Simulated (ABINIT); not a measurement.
# Geometry relaxation, with input and output: MoS2 (part 3 of 3)

Continued. System: MoS2 (R3m, 3 atoms in the cell). Method: Kohn-Sham DFT of a periodic cell, PBEsol, JTH PAW PBE v2.0, no spin polarisation (ABINIT 10.8.3); cutoff 544.23 eV, 8×8×8 k-mesh, fermi-dirac of 0.05 eV. The structure derives from an entry of the Crystallography Open Database.

Geometry of the input (Å; fractional positions):
```
1.5800  0.9122  6.1500
-1.5800  0.9122  6.1500
0.0000  -1.8244  6.1500
Mo 0.0000  0.0000  0.0000
S  0.4170  0.4170  0.4170
S  0.2500  0.2500  0.2500
```

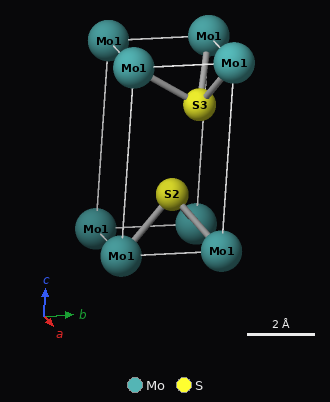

The geometry at step 3 of the log (ball-and-stick view of the reduced cell, seen slightly off an axis; atoms are numbered from 1 in the order of the input).

Output, continued
```
--- !ResultsGS
iteration_state: {dtset: 1, itime: 5, icycle: 1, }
comment   : Summary of ground state results
lattice_vectors:
- [  2.9727853,   1.7163384,  11.7167726, ]
- [ -2.9727853,   1.7163384,  11.7167726, ]
- [  0.0000000,  -3.4326767,  11.7167726, ]
lattice_lengths: [  12.20926,   12.20926,   12.20926, ]
lattice_angles: [ 28.185,  28.185,  28.185, ] # degrees, (23, 13, 12)
lattice_volume:   3.5869531E+02
convergence: {deltae: -5.969E-13, res2:  1.520E-10, residm:  2.205E-12, diffor: null, }
etotal    :  -8.95557126E+01
entropy   :   0.00000000E+00
fermie    :   3.22921230E-01
cartesian_stress_tensor: # hartree/bohr^3
- [  1.09758190E-06,   0.00000000E+00,   0.00000000E+00, ]
- [  0.00000000E+00,   1.09758257E-06,  -2.52575612E-13, ]
- [  0.00000000E+00,  -2.52575612E-13,  -6.67140838E-07, ]
pressure_GPa:  -1.4985E-02
xred      :
- [  1.1152E-04,   1.1152E-04,   1.1152E-04, Mo]
- [  4.1728E-01,   4.1728E-01,   4.1728E-01,  S]
- [  2.4961E-01,   2.4961E-01,   2.4961E-01,  S]
cartesian_forces: # hartree/bohr
- [  1.56564881E-19,   7.76323479E-15,  -2.21602596E-04, ]
- [  3.45697584E-19,   1.61188711E-14,  -4.60116805E-04, ]
- [ -5.02262464E-19,  -2.38821059E-14,   6.81719401E-04, ]
force_length_stats: {min:   2.21602596E-04, max:   6.81719401E-04, mean:   4.54479601E-04, }
...

 Integrated electronic density in atomic spheres:
 ------------------------------------------------
 Atom  Sphere_radius  Integrated_density
    1        2.20740         11.29811919
    2        1.90380          3.58764496
    3        1.90380          3.58292605

---OUTPUT-----------------------------------------------------------------------

 Cartesian coordinates (xcart) [bohr]
  8.89649597633319E-20  6.04295044353128E-15  3.92012958459889E-03
  1.51581407977415E-16  2.26099580049858E-11  1.46675476525750E+01
  1.58131486791929E-16  1.35247795777325E-11  8.77379413599021E+00
 Reduced coordinates (xred)
  1.11524726917353E-04  1.11524726917353E-04  1.11524726917353E-04
  4.17280656467905E-01  4.17280656467905E-01  4.17280656467905E-01
  2.49607818805178E-01  2.49607818805178E-01  2.49607818805178E-01
 Cartesian forces (fcart) [Ha/bohr]; max,rms= 6.81719E-04 2.83932E-04 (free atoms)
  1.56564880695793E-19  7.76323478920383E-15 -2.21602596368351E-04
  3.45697583722259E-19  1.61188710949268E-14 -4.60116804569330E-04
 -5.02262464418052E-19 -2.38821058841306E-14  6.81719400937680E-04
 Gradient of E wrt nuclear positions in reduced coordinates (gred)
  2.59646722318741E-03  2.59646722318741E-03  2.59646722318741E-03
  5.39108395605701E-03  5.39108395605701E-03  5.39108395605701E-03
 -7.98755117924442E-03 -7.98755117924442E-03 -7.98755117924442E-03
 Scale of Primitive Cell (acell) [bohr]
  1.22092599756826E+01  1.22092599756826E+01  1.22092599754669E+01
 Real space primitive translations (rprimd) [bohr]
  2.97278526345702E+00  1.71633837203507E+00  1.17167725728486E+01
 -2.97278526345702E+00  1.71633837203507E+00  1.17167725728486E+01
  0.00000000000000E+00 -3.43267674401596E+00  1.17167725726682E+01
 Unitary Cell Volume (ucvol) [Bohr^3]=  3.58695313178766E+02
 Angles (23,13,12)= [degrees]
  2.81847707956002E+01  2.81847707956002E+01  2.81847707963876E+01
 Lengths [Bohr]
  1.22092599756826E+01  1.22092599756826E+01  1.22092599754669E+01
 Stress tensor in cartesian coordinates (strten) [Ha/bohr^3]
  1.09758190445369E-06  0.00000000000000E+00  0.00000000000000E+00
  0.00000000000000E+00  1.09758257130482E-06 -2.52575611867738E-13
  0.00000000000000E+00 -2.52575611867738E-13 -6.67140837929195E-07
 Total energy (etotal) [Ha]= -8.95557125804894E+01

 Difference of energy with previous step (new-old):
           Absolute (Ha)=-8.24667E-06
           Relative     =-9.20843E-08

--- Iteration: ( 6/60) Internal Cycle: (1/1)
--------------------------------------------------------------------------------

---SELF-CONSISTENT-FIELD CONVERGENCE--------------------------------------------

--- !BeginCycle
iteration_state: {dtset: 1, itime: 6, icycle: 1, }
solver: {iscf: 17, nstep: 100, nline: 4, wfoptalg: 10, }
tolerances: {tolvrs: 1.00E-09, }
...

     iter   Etot(hartree)      deltaE(h)  residm     nres2
 ETOT  1  -89.555724242366    -8.956E+01 1.693E-04 1.149E-02
 ETOT  2  -89.555720085398     4.157E-06 3.463E-07 1.481E-02
 ETOT  3  -89.555713378961     6.706E-06 2.566E-07 5.676E-04
 ETOT  4  -89.555713364586     1.437E-08 5.248E-09 1.354E-04
 ETOT  5  -89.555713335039     2.955E-08 1.565E-09 3.614E-05
 ETOT  6  -89.555713332065     2.975E-09 7.119E-10 9.984E-07
 ETOT  7  -89.555713332855    -7.905E-10 2.930E-11 6.279E-07
 ETOT  8  -89.555713333204    -3.493E-10 1.049E-11 2.900E-08
 ETOT  9  -89.555713333236    -3.158E-11 2.450E-12 5.904E-09
 ETOT 10  -89.555713333235     1.265E-12 5.873E-13 8.495E-10

 At SCF step   10       nres2   =  8.49E-10 < tolvrs=  1.00E-09 =>converged.

 Cartesian components of stress tensor (hartree/bohr^3)
  sigma(1 1)= -1.18599280E-06  sigma(3 2)= -2.52584215E-13
  sigma(2 2)= -1.18599213E-06  sigma(3 1)=  0.00000000E+00
  sigma(3 3)= -3.51420757E-06  sigma(2 1)=  0.00000000E+00

--- !ResultsGS
iteration_state: {dtset: 1, itime: 6, icycle: 1, }
comment   : Summary of ground state results
lattice_vectors:
- [  2.9723806,   1.7161048,  11.7172816, ]
- [ -2.9723806,   1.7161048,  11.7172816, ]
- [  0.0000000,  -3.4322095,  11.7172816, ]
lattice_lengths: [  12.20962,   12.20962,   12.20962, ]
lattice_angles: [ 28.180,  28.180,  28.180, ] # degrees, (23, 13, 12)
lattice_volume:   3.5861325E+02
convergence: {deltae:  1.265E-12, res2:  8.495E-10, residm:  5.873E-13, diffor: null, }
etotal    :  -8.95557133E+01
entropy   :   0.00000000E+00
fermie    :   3.23047087E-01
cartesian_stress_tensor: # hartree/bohr^3
- [ -1.18599280E-06,   0.00000000E+00,   0.00000000E+00, ]
- [  0.00000000E+00,  -1.18599213E-06,  -2.52584215E-13, ]
- [  0.00000000E+00,  -2.52584215E-13,  -3.51420757E-06, ]
pressure_GPa:   5.7726E-02
xred      :
- [  1.0310E-04,   1.0310E-04,   1.0310E-04, Mo]
- [  4.1726E-01,   4.1726E-01,   4.1726E-01,  S]
- [  2.4963E-01,   2.4963E-01,   2.4963E-01,  S]
cartesian_forces: # hartree/bohr
- [ -8.91670667E-21,   2.78518514E-15,  -7.95033942E-05, ]
- [  4.76589527E-20,   1.23822737E-14,  -3.53452855E-04, ]
- [ -3.87422460E-20,  -1.51674589E-14,   4.32956249E-04, ]
force_length_stats: {min:   7.95033942E-05, max:   4.32956249E-04, mean:   2.88637499E-04, }
...

 Integrated electronic density in atomic spheres:
 ------------------------------------------------
 Atom  Sphere_radius  Integrated_density
    1        2.20740         11.29824044
    2        1.90380          3.58657786
    3        1.90380          3.58231174

---OUTPUT-----------------------------------------------------------------------

 Cartesian coordinates (xcart) [bohr]
 -3.13848851211044E-21  5.58632359075066E-15  3.62403008519598E-03
  1.59137928595087E-16  2.26096062147692E-11  1.46676030062154E+01
 -1.94770971956590E-17  1.35265197607790E-11  8.77505335348396E+00
 Reduced coordinates (xred)
  1.03096441168506E-04  1.03096441168506E-04  1.03096441168506E-04
  4.17264105116145E-01  4.17264105116145E-01  4.17264105116145E-01
  2.49632798442686E-01  2.49632798442686E-01  2.49632798442686E-01
 Cartesian forces (fcart) [Ha/bohr]; max,rms= 4.32956E-04 1.88179E-04 (free atoms)
 -8.91670666643279E-21  2.78518514203489E-15 -7.95033941893984E-05
  4.76589526847031E-20  1.23822737181911E-14 -3.53452854515892E-04
 -3.87422460182703E-20 -1.51674588602260E-14  4.32956248705290E-04
 Gradient of E wrt nuclear positions in reduced coordinates (gred)
  9.31563654224990E-04  9.31563654224990E-04  9.31563654224990E-04
  4.14150661246844E-03  4.14150661246844E-03  4.14150661246844E-03
 -5.07307026669343E-03 -5.07307026669343E-03 -5.07307026669343E-03
 Scale of Primitive Cell (acell) [bohr]
  1.22096170811987E+01  1.22096170811987E+01  1.22096170809831E+01
 Real space primitive translations (rprimd) [bohr]
  2.97238064309200E+00  1.71610476435842E+00  1.17172815541754E+01
 -2.97238064309200E+00  1.71610476435842E+00  1.17172815541754E+01
  0.00000000000000E+00 -3.43220952866266E+00  1.17172815539950E+01
 Unitary Cell Volume (ucvol) [Bohr^3]=  3.58613254725438E+02
 Angles (23,13,12)= [degrees]
  2.81800141006624E+01  2.81800141006624E+01  2.81800141014497E+01
 Lengths [Bohr]
  1.22096170811987E+01  1.22096170811987E+01  1.22096170809831E+01
 Stress tensor in cartesian coordinates (strten) [Ha/bohr^3]
 -1.18599280114328E-06  0.00000000000000E+00  0.00000000000000E+00
  0.00000000000000E+00 -1.18599213419415E-06 -2.52584215101345E-13
  0.00000000000000E+00 -2.52584215101345E-13 -3.51420756502466E-06
 Total energy (etotal) [Ha]= -8.95557133332347E+01

 Difference of energy with previous step (new-old):
           Absolute (Ha)=-7.52745E-07
           Relative     =-8.40533E-09

 At Broyd/MD step   6, gradients are converged :
  max grad (force/stress) = 4.3296E-04 < tolmxf= 5.0000E-04 ha/bohr (free atoms)

================================================================================

 ----iterations are completed or convergence reached----

 Mean square residual over all n,k,spin=   11.799E-15; max=  58.728E-14
 reduced coordinates (array xred) for    3 atoms
       0.000103096441      0.000103096441      0.000103096441
       0.417264105116      0.417264105116      0.417264105116
       0.249632798443      0.249632798443      0.249632798443
 rms dE/dt=  3.8233E-03; max dE/dt=  4.3213E-03; dE/dt below (all hartree)
    1       0.001111318850      0.001111318850      0.001111318850
    2       0.004321261809      0.004321261809      0.004321261809
    3      -0.004893315071     -0.004893315071     -0.004893315071

 cartesian coordinates (angstrom) at end:
    1     -0.00000000000000     0.00000000000000     0.00191775413141
    2      0.00000000000000     0.00000000001196     7.76176124419587
    3     -0.00000000000000     0.00000000000716     4.64355825597141

 cartesian forces (hartree/bohr) at end:
    1     -0.00000000000000     0.00000000000000    -0.00007950339419
    2      0.00000000000000     0.00000000000001    -0.00035345285452
    3     -0.00000000000000    -0.00000000000002     0.00043295624871
 frms,max,avg= 1.8817865E-04 4.3295625E-04   0.000E+00  0.000E+00 -1.534E-05 h/b

 cartesian forces (eV/Angstrom) at end:
    1     -0.00000000000000     0.00000000000014    -0.00408822890338
    2      0.00000000000000     0.00000000000064    -0.01817527654694
    3     -0.00000000000000    -0.00000000000078     0.02226350545032
 frms,max,avg= 9.6765350E-03 2.2263505E-02   0.000E+00  0.000E+00 -7.889E-04 e/A
 length scales= 12.209617081199 12.209617081199 12.209617080983 bohr
              =  6.461051108839  6.461051108839  6.461051108725 angstroms
 Fermi (or HOMO) energy (eV) =   8.79056   Average Vxc (eV)= -10.96368
 Eigenvalues (   eV  ) for nkpt=  65  k points:
 kpt#   1, nband= 17, wtk=  0.00195, kpt=  0.0000  0.0000  0.0000 (reduced coord)
 -53.05099  -27.24738  -26.98819  -26.98819   -6.69331   -5.00808    1.39095    5.06639
   5.06639    6.20029    6.20029    7.07702    7.11954   10.49489   10.49489   10.87457
  10.87457
 prteigrs : prtvol=0 or 1, do not print more k-points.

--- !EnergyTerms
iteration_state     : {dtset: 1, itime: 6, icycle: 1, }
comment             : Components of total free energy in Hartree
kinetic             :  1.86216717434068E+01
hartree             :  2.90746648218029E+01
xc                  : -1.12078671638299E+01
Ewald energy        : -5.93327972282859E+01
psp_core            :  2.47786901701523E+00
local_psp           : -8.18210473826962E+01
PAW spherical_terms :  1.26317949725093E+01
internal            : -8.95557112200778E+01
'-kT*entropy'       : -2.99250566399197E-08
total_energy        : -8.95557112500028E+01
total_energy_eV     : -2.43693504935737E+03
...

--- !EnergyTermsDC
iteration_state     : {dtset: 1, itime: 6, icycle: 1, }
comment             : '"Double-counting" decomposition of free energy'
band_energy         : -8.17556684901069E+00
Ewald energy        : -5.93327972282859E+01
psp_core            :  2.47786901701523E+00
xc_dc               : -2.76318743493543E+01
PAW spherical_terms :  3.10665610632602E+00
internal            : -8.95557133033096E+01
'-kT*entropy'       : -2.99250566399197E-08
total_energy_dc     : -8.95557133332347E+01
total_energy_dc_eV  : -2.43693510604500E+03
...

--- !EnergyTermsWithPAWCore
iteration_state     : {dtset: 1, itime: 6, icycle: 1, }
comment             : 'Components of total free energy, including PAW core contributions'
Total energy        : -4.84411100404017E+03
Total energy DC     : -4.84411100612341E+03
Total energy (eV)   : -1.31814975549344E+05
Total energy DC (eV): -1.31814975606032E+05
...

 rms coord change=  2.6784E-04   atom, delta coord (reduced):
     1        0.000103096441      0.000103096441      0.000103096441
     2        0.000264105116      0.000264105116      0.000264105116
     3       -0.000367201557     -0.000367201557     -0.000367201557

 Cartesian components of stress tensor (hartree/bohr^3)
  sigma(1 1)= -1.18599280E-06  sigma(3 2)= -2.52584215E-13
  sigma(2 2)= -1.18599213E-06  sigma(3 1)=  0.00000000E+00
  sigma(3 3)= -3.51420757E-06  sigma(2 1)=  0.00000000E+00

-Cartesian components of stress tensor (GPa)         [Pressure=  5.7726E-02 GPa]
- sigma(1 1)= -3.48931129E-02  sigma(3 2)= -7.43128417E-09
- sigma(2 2)= -3.48930933E-02  sigma(3 1)=  0.00000000E+00
- sigma(3 3)= -1.03391556E-01  sigma(2 1)=  0.00000000E+00

== END DATASET(S) ==============================================================
================================================================================

 -outvars: echo values of variables after computation  --------
            acell      1.2209617081E+01  1.2209617081E+01  1.2209617081E+01 Bohr
           etotal     -8.9555713333E+01
            fcart     -8.9167066664E-21  2.7851851420E-15 -7.9503394189E-05
                       4.7658952685E-20  1.2382273718E-14 -3.5345285452E-04
                      -3.8742246018E-20 -1.5167458860E-14  4.3295624871E-04
            rprim      2.4344585283E-01  1.4055352866E-01  9.5967641542E-01
                      -2.4344585283E-01  1.4055352866E-01  9.5967641542E-01
                       0.0000000000E+00 -2.8110705732E-01  9.5967641543E-01
           strten     -1.1859928011E-06 -1.1859921342E-06 -3.5142075650E-06
                      -2.5258421510E-13  0.0000000000E+00  0.0000000000E+00
           xangst     -1.6608165962E-21  2.9561551349E-15  1.9177541314E-03
                       8.4212165146E-17  1.1964488348E-11  7.7617612442E+00
                      -1.0306835963E-17  7.1579259954E-12  4.6435582560E+00
             xred      1.0309644117E-04  1.0309644117E-04  1.0309644117E-04
                       4.1726410512E-01  4.1726410512E-01  4.1726410512E-01
                       2.4963279844E-01  2.4963279844E-01  2.4963279844E-01
 Calculation completed.
```

Trajectory as extended XYZ (Å, eV, eV/Å), 6 frames, from step=0 to step=5
```
3
Lattice="1.5800 0.9122 6.1500 -1.5800 0.9122 6.1500 0.0000 -1.8244 6.1500" Properties=species:S:1:pos:R:3:forces:R:3 step=0 energy=-2436.92954
Mo    0.0000    0.0000    0.0000    0.0000   0.0000   0.0870
S     0.0000    0.0000    7.6936    0.0000   0.0000   0.2032
S     0.0000    0.0000    4.6125    0.0000   0.0000  -0.2902
3
Lattice="1.5795 0.9119 6.1664 -1.5795 0.9119 6.1664 0.0000 -1.8238 6.1664" Properties=species:S:1:pos:R:3:forces:R:3 step=1 energy=-2436.93248
Mo    0.0000    0.0000    0.0009    0.0000   0.0000   0.0437
S     0.0000    0.0000    7.7163    0.0000   0.0000   0.1004
S     0.0000    0.0000    4.6218    0.0000   0.0000  -0.1440
3
Lattice="1.5770 0.9105 6.1905 -1.5770 0.9105 6.1905 0.0000 -1.8210 6.1905" Properties=species:S:1:pos:R:3:forces:R:3 step=2 energy=-2436.93448
Mo    0.0000    0.0000    0.0021    0.0000   0.0000  -0.0135
S     0.0000    0.0000    7.7492    0.0000   0.0000  -0.0219
S     0.0000    0.0000    4.6359    0.0000   0.0000   0.0354
3
Lattice="1.5753 0.9095 6.1963 -1.5753 0.9095 6.1963 0.0000 -1.8190 6.1963" Properties=species:S:1:pos:R:3:forces:R:3 step=3 energy=-2436.93486
Mo    0.0000    0.0000    0.0023    0.0000   0.0000  -0.0195
S     0.0000    0.0000    7.7569    0.0000   0.0000  -0.0331
S     0.0000    0.0000    4.6396    0.0000   0.0000   0.0526
3
Lattice="1.5731 0.9082 6.2002 -1.5731 0.9082 6.2002 0.0000 -1.8165 6.2002" Properties=species:S:1:pos:R:3:forces:R:3 step=4 energy=-2436.93509
Mo    0.0000    0.0000    0.0021    0.0000   0.0000  -0.0114
S     0.0000    0.0000    7.7617    0.0000   0.0000  -0.0237
S     0.0000    0.0000    4.6429    0.0000   0.0000   0.0351
3
Lattice="1.5729 0.9081 6.2005 -1.5729 0.9081 6.2005 0.0000 -1.8162 6.2005" Properties=species:S:1:pos:R:3:forces:R:3 step=5 energy=-2436.93511
Mo    0.0000    0.0000    0.0019    0.0000   0.0000  -0.0041
S     0.0000    0.0000    7.7618    0.0000   0.0000  -0.0182
S     0.0000    0.0000    4.6436    0.0000   0.0000   0.0223
```

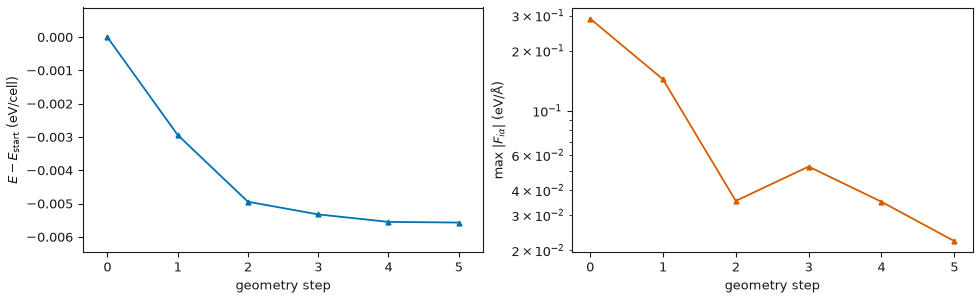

Progress of the relaxation, step by step (steps are counted from 0).

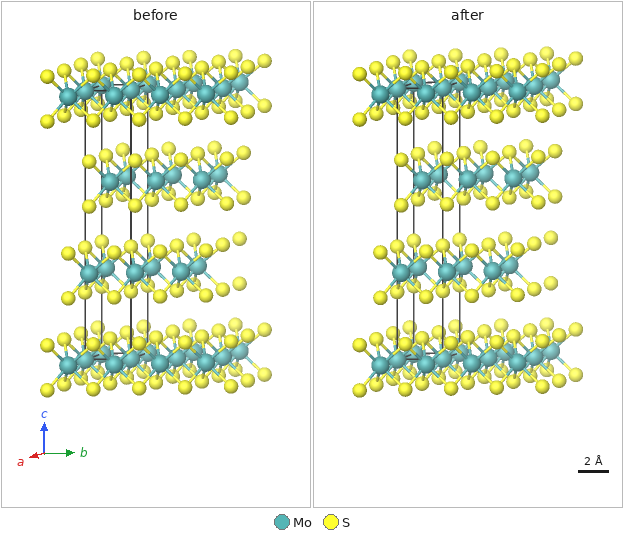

Before (left) and after (right) the relaxation, at one scale (ball-and-stick view of the cell 3 times as large as that of the calculation, set on its symmetry axes, repeated 2 × 3 × 1, with bonded neighbours outside it, seen slightly off an axis). S3 moves most relative to the cell: 0.007 Å. By element the largest moves are S 0.007 Å, Mo 0.002 Å. The volume changes by −0.1 %, with a = b 3.160 → 3.146 Å (−0.4 %), c 18.450 → 18.602 Å (+0.8 %). The space group stays R3m (No. 160). After 5 geometry steps the energy has fallen by 5.6 meV per cell of the calculation. The largest force component goes from 0.29 to 0.022 eV/Å. (Atoms are counted from 1 in the order of the input.)
